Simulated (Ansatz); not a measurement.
# TaN: single-point calculation

System: TaN (Fm-3m, 2 atoms in the cell).
Method: DFT PBE, scalar-relativistic, plane waves, PAW, no spin polarisation (Ansatz 0.2.0).

The structure derives from an entry of the Crystallography Open Database. Figures and captions count atoms from 1; the log counts them from 0 in places.

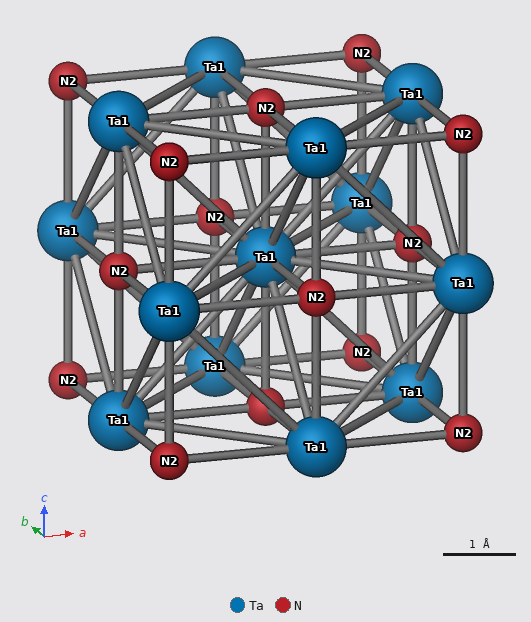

**Figure 1.** The structure as given in the input (ball-and-stick view of the cell 4 times as large as that of the calculation, set on its symmetry axes, seen slightly off an axis; atoms are numbered from 1 in the order of the input).

Results in brief:

- outcome: converged
- space group (tolerance 0.01 Å): Fm-3m (225)
- electrons treated: 18
- free energy: −10317.8858 eV
- Fermi energy: 22.367 eV
- gap on the k-point mesh: none (metallic)
- pressure: 14.56 GPa
- largest force (length of the vector): under 0.001 eV/Å
- hardware: 1 thread of Intel Xeon (Sapphire Rapids), 192 GiB of memory available, shared host
- wall time: 4.3 s
- peak memory: 0.4 GiB

Notes:

Spin–orbit coupling is left out, which matters for Ta. The cell is under a pressure of 14.6 GPa at this level, so it is not at its equilibrium volume.

Input file:
```yaml
crystal:
  lattice:
    - [0.0, 2.179, 2.179]
    - [2.179, 0.0, 2.179]
    - [2.179, 2.179, 0.0]
  atoms:
    - { symbol: Ta, position: [0.5, 0.5, 0.5] }
    - { symbol: "N", position: [0.0, 0.0, 0.0] }
basis:
  ecutwfc: 420
kpoints:
  mp_grid: { grid: [18, 18, 18] }
hamiltonian:
  xc: pbe
scf:
  occupations: { method: gaussian, width: 0.15 }
output:
  forces: true
  stress: true
  eigenvalues: true
  write_density: true
  write_potential: true
  elf: true
  volumetric_format: npy
```

Launch command:
```bash
ansatz run input.yaml --threads 1 --pin off --max-ram 2560MiB --backend cpu --events-out ev --progress --plain --runs-dir out
```

The program's output:
```
Engine: ansatz 0.2.0, x86_64-unknown-linux-gnu
Pseudopotentials: kind: paw
Pseudopotential: Ta, paw, valence charge 13, recommended cutoff 420 eV (normal), Ta.paw.azcp
Pseudopotential: N, paw, valence charge 5, recommended cutoff 420 eV (normal), N.paw.azcp
Functional definition: PBE
  parameter kappa = 0.804
  parameter beta = 0.06672455060314922
  exchange = pbe_x(kappa = kappa, mu = beta*pi^2/3)
  correlation = pbe_c(beta = beta)
Crystal: 2 atoms, lattice volume = 20.692 Å³
Basis set: ecut = 420 eV, 411 PW (Γ), exchange–correlation on 48×48×48 points (8 copies of the dense FFT grid, shifted against one another)
Bands: 13, of which v1, the nominal top of the filled ones, is band 9 counted from 1 (8 counted from 0)
Symmetry: 48 space group operations
Space group: Fm-3m (ITA 225), of the structure as read, at distance tolerance 2.7e-5 Å
k-points: 195 of 5832
Non-local potential: Ta, projectors of the file, l = 0: 3, l = 1: 2, l = 2: 2, l = 3: 1
Non-local potential: N, projectors of the file, l = 0: 2, l = 1: 2, l = 2: 1
PAW form: soft (Blöchl's): semilocal exchange-correlation on the pseudo side does not see the compensation charge
PAW one-centre angular grid: Ta, 590 points (default); XC on 64 Gauss nodes
PAW one-centre angular grid: N, 110 points (default); XC on 64 Gauss nodes
Initial density: superposition of atomic densities (neutral atoms: chi_scale 0, normalization atom), corrected by the library's trained network
Initial wavefunctions: pseudopotential atomic-orbital guess
Functional: x = pbe(κ = 0.804, μ = 0.2195149727645171), c = pbe(β = 0.06672455060314922)
SCF iter   1: F=—  HF=-10317.886204 eV  |F-HF|=—  |Δ(HF+E_count)|=         —  Δρ=2.18e-3  dr2=8.18e-4  ethr=1.77e-3  ⟨swp⟩=5.3  Hψ=29550  notcnv=0  defer=62
automatic band count: the SCF goes on with 17 bands, as 13 were too few: the levels above may hold too much charge
preconditioner: auto → none  [metal: Δε(μ)=0.021 eV  Ē_g=15.894 eV  σ=0.150 eV  W_gap=0.08  n_scr=8 (ndim 8)  ℏωp=25.8 eV  f_vac=0.000  D(μ)=0.84/eV (n_scr^D=8)  sad-step TF]
SCF iter   2: F=—  HF=-10317.885795 eV  |F-HF|=—  |Δ(HF+E_count)|=   4.09e-4  Δρ=1.36e-3  dr2=3.56e-4  ethr=4.55e-6  ⟨swp⟩=2.0  Hψ=5382  notcnv=0  defer=62
SCF iter   3: F=—  HF=-10317.885843 eV  |F-HF|=—  |Δ(HF+E_count)|=   4.78e-5  Δρ=3.28e-4  dr2=1.57e-5  ethr=1.98e-6  ⟨swp⟩=2.2  Hψ=3779  notcnv=0  defer=62
SCF iter   4: F=—  HF=-10317.885837 eV  |F-HF|=—  |Δ(HF+E_count)|=   5.82e-6  Δρ=1.19e-4  dr2=1.68e-6  ethr=8.71e-8  ⟨swp⟩=1.3  Hψ=3102  notcnv=0  defer=62
iter 5 did not close the SCF: its close was put off for the readings that it lacked (scf_convergence_deferred on its scf_iter line)
SCF iter   5: F=-10317.885837 eV  HF=-10317.885838 eV  |F-HF|=2.32e-8  |Δ(HF+E_count)|=   2.65e-7  Δρ=1.20e-5  dr2=2.96e-8  ethr=9.34e-9  ⟨swp⟩=2.2  Hψ=3530  notcnv=0  defer=62
SCF iter   6: F=-10317.885837 eV  HF=-10317.885837 eV  |F-HF|=1.21e-9  |Δ(HF+E_count)|=   8.71e-9  Δρ=4.51e-6  dr2=2.01e-9  ethr=1.64e-10  ⟨swp⟩=8.8  Hψ=18940  notcnv=0
SCF 1 converged in 6 iterations: F = -10317.885837 eV  dr2 = 2.01e-9
  greatest PAW one-centre occupation: 0.999 electrons in one spin orbital (limit 2), on the Ta atom at site 0 (counted from 0), in its partial waves of l = 0
SCF converged after 6 iterations
Free energy (F): -10317.885837 eV
Harris-Foulkes:  -10317.885837 eV  (|F-HF|=1.21e-9)
Internal energy: -10317.876373 eV  (E = F + TS)
E sigma→0 (E₀):  -10317.881105 eV
Entropy (-TS):   -0.009464 eV (-4.732 meV/atom)
Fermi energy:    22.366985 eV
--- Per-component energies (eV) ---
  E_band       = -33.635113
  E_kinetic    = 503.543831
  E_local      = -564.699682  (includes V_loc(G=0)·N_el)
  E_nonlocal   = 60.442073
  E_hartree    = 191.954628
  E_xc         = -280.879386
  E_vxc        = -283.651007  (∫ρ·V_xc dr)
  E_paw        = -8524.717534  (= ΣΔE_a)
  E_vpaw       = -133.179880  (= ΣTr[D̂ρ^β])
  E_aug_tail   = 0.000245  (compensation charges beyond the density's cutoff)
  E_ewald      = -1703.520548
  E_smearing   = -0.009464  (= −TS)
  E_closure    = 0.000000  (closes the sum)
  Σ components = -10317.885837   (vs F -10317.885837, Δ=0.00e0)
--- Forces (eV/Å), atoms counted from 1 ---
  atom   1  Ta     0.00000000    -0.00000000     0.00000000
  atom   2  N     -0.00000000     0.00000000     0.00000000
  max |Σ_I F_I| component: 3.67e-29 eV/Å
--- Stress (GPa, compression-positive) ---
       14.562341      -0.000000       0.000000
       -0.000000      14.562341       0.000000
        0.000000       0.000000      14.562341
  P = ⅓ Tr σ = 14.5623 GPa (145.623 kbar)
--- Band table (eV; the first three rows and the last of 195) ---
  k-point 0: bands = ["-47.0701", "-13.3110", "-13.3110", "-13.3110", "3.2815", "18.4444", "18.4444", "18.4444", "20.1783", "20.1783", "20.1783", "22.4413", "22.4413", "24.0883", "31.5267", "46.9484", "46.9484"]
  k-point 1: bands = ["-47.0681", "-13.3421", "-13.3137", "-13.3137", "3.3601", "18.0231", "18.1598", "18.1598", "20.3104", "20.3104", "20.3741", "22.7646", "22.7646", "24.3185", "31.7666", "45.6367", "46.3289"]
  k-point 2: bands = ["-47.0625", "-13.4307", "-13.3216", "-13.3216", "3.5890", "17.1283", "17.5391", "17.5391", "20.6231", "20.6231", "20.6880", "23.5774", "23.5774", "24.9265", "32.4451", "43.6243", "44.9256"]
  k-point 194: bands = ["-46.9840", "-13.9163", "-13.8312", "-13.6537", "5.2082", "14.7982", "15.4447", "15.4884", "21.5093", "22.8017", "26.0868", "26.5731", "27.1835", "32.4645", "33.9752", "35.1244", "38.0414"]
```

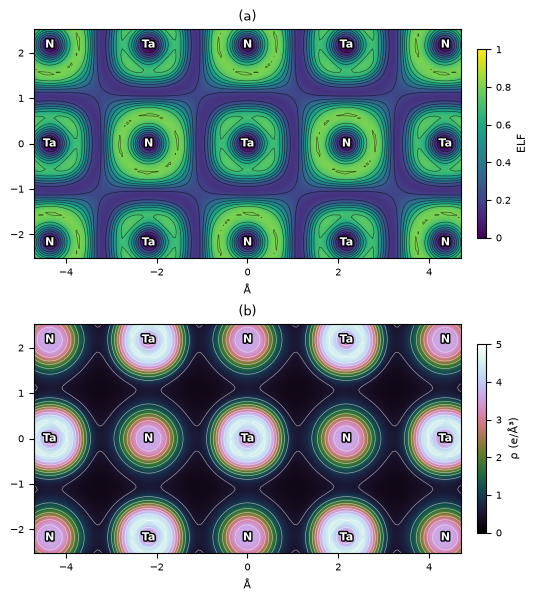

**Figure 2.** (a) ELF; (b) valence electron density on the (001) plane of the conventional cell. Atoms in the plane: Ta and N. Ta–N (2.18 Å): the density is about 0.56 e/Å³ at the midpoint; the ELF is about 0.15 at the midpoint; no shared pair; the contact is polar. Ta–Ta (3.08 Å): ρ at the midpoint is about 0.25 e/Å³; the ELF is about 0.20 at the midpoint; no shared electron pair. Away from the nuclei the density in this plane falls to 0.24 e/Å³ at its lowest. The strong features right at Ta lie inside the PAW spheres (semicore, d or f shells) and say nothing about bonding. Core electrons are frozen (PAW), so the fields are smoothed inside the atomic spheres.

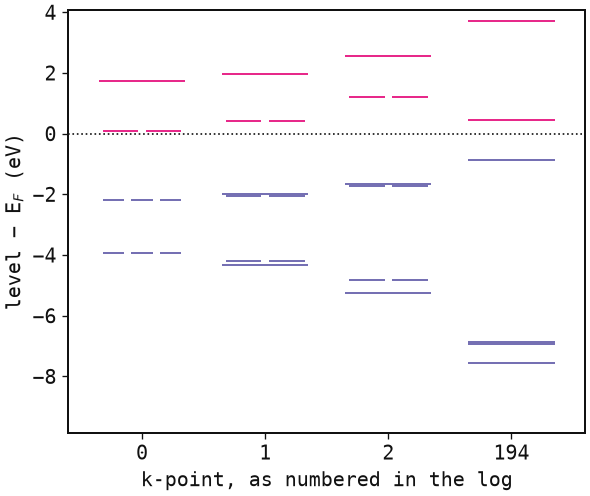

**Figure 3.** Kohn–Sham levels near the Fermi level (dotted) at the few k-points that the log prints; levels within 0.02 eV of each other stand side by side. The system is metallic on the full mesh.
